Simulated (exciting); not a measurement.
**Energy of K along an even scaling of the cell**

System: K (1 atom in the cell).
Method: Kohn-Sham DFT of a periodic cell, PBEsol, all-electron LAPW+lo, shipped species files, no spin polarisation (exciting sodium).

The 7 runs differ only in the geometry, by an even scaling of the cell at fixed fractional positions. The structure derives from a Materials Project entry.

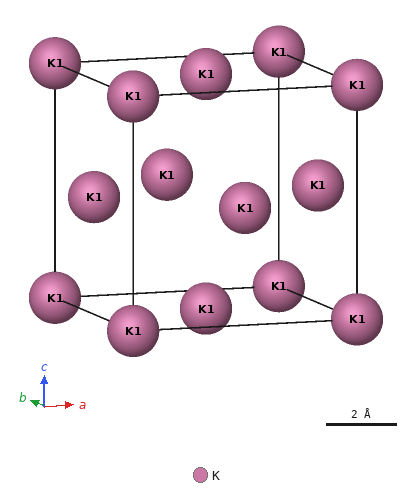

Figure 1. The structure of run 4 (ball-and-stick view of the cell 4 times as large as that of the calculation, set on its symmetry axes, seen slightly off an axis; atoms are numbered from 1 in the order of the input).

**Input of run 4**
```
<input>
  <title>K</title>
  <structure speciespath="./" tshift="false">
    <crystal scale="1">
      <basevect>0.000000000000 6.409710675583 6.409710675583</basevect>
      <basevect>6.409710675583 0.000000000000 6.409710675583</basevect>
      <basevect>6.409710675583 6.409710675583 0.000000000000</basevect>
    </crystal>
    <species speciesfile="K.xml" rmt="2.2">
      <atom coord="0.000000000000 0.000000000000 0.000000000000"/>
    </species>
  </structure>
  <groundstate do="fromscratch" ngridk="7 7 7" rgkmax="8.5" gmaxvr="14" lmaxapw="10" lmaxmat="10" lmaxvr="8" xctype="GGA_PBE_SOL" stype="Fermi Dirac" swidth="0.00183747" nempty="8" ValenceRelativity="iora*" epsengy="1e-05" epspot="1e-05" maxscl="60" tforce="true" outputlevel="normal"/>
</input>
```

Command:
```bash
OMP_NUM_THREADS=1 exciting_smp
```

Lattice vectors (Å) and fractional positions of run 4:
```
   0.000000    3.391873    3.391873
   3.391873    0.000000    3.391873
   3.391873    3.391873    0.000000
K   0.000000  0.000000  0.000000
```

Run 3 has the same physical settings and fractional positions; its lattice vectors (Å) are:
```
   0.000000    3.369108    3.369108
   3.369108    0.000000    3.369108
   3.369108    3.369108    0.000000
```

**Results, with one run withheld**

```csv
run,volume per atom (Å³),"free energy per atom, from the lowest run given (meV)"
1,73.363,0.00
2,74.924,1.61
3,76.485,?
4,78.046,6.68
5,79.607,9.91
6,81.167,13.56
7,82.728,17.67
```

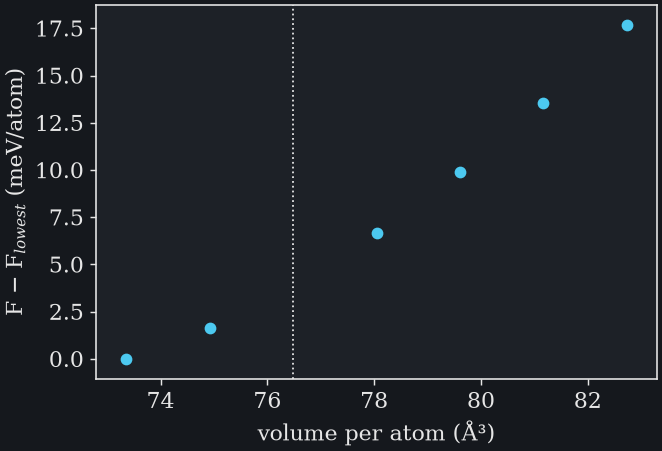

Figure 2. Free energy per atom of the runs given; the dotted line marks run 3.

What should run 3 give?

A cubic polynomial in V^(−2/3) (the Birch–Murnaghan form), fitted to the 6 runs given, misses them by at most 0.03 meV per atom. With x = V^(−2/3) − 0.05469 Å⁻², it reads F = 6.9287 − 4215.8 x + 5.432e+05 x² + 4.0748e+05 x³ (meV per atom). At run 3 it gives 3.87 meV per atom, and the run itself gives 3.95. The fit has no minimum inside this range.

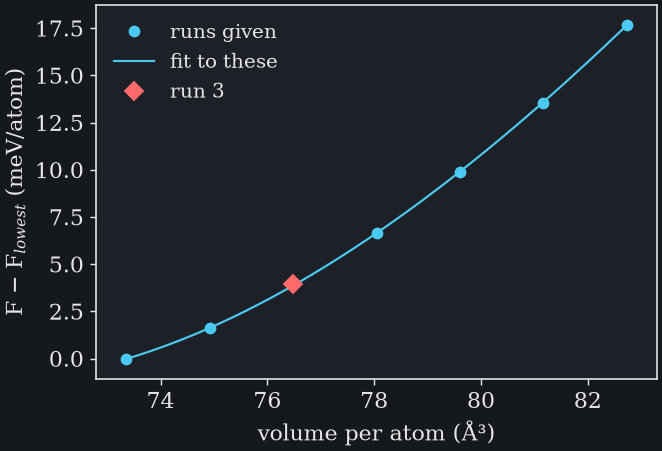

Figure 3. The fit and the withheld run.

**Some lines of the output (run 3)**
```
[...]
 Fermi energy                               :         0.03135328
 DOS at Fermi energy (states/Ha/cell)       :         7.75388056
 Absolute change in total energy   (target) :  0.225094E-03  ( 0.100000E-04)
 Total energy                               :      -601.32815159
 DOS at Fermi energy (states/Ha/cell)       :         7.75388546
 Absolute change in total energy   (target) :  0.212822E-04  ( 0.100000E-04)
 Total energy                               :      -601.32814887
 DOS at Fermi energy (states/Ha/cell)       :         7.75388991
 Absolute change in total energy   (target) :  0.272058E-05  ( 0.100000E-04)
 Total energy                               :      -601.32814878
 DOS at Fermi energy (states/Ha/cell)       :         7.75388903
 Absolute change in total energy   (target) :  0.835932E-07  ( 0.100000E-04)
 Total energy                               :      -601.32814874
 DOS at Fermi energy (states/Ha/cell)       :         7.75388869
```
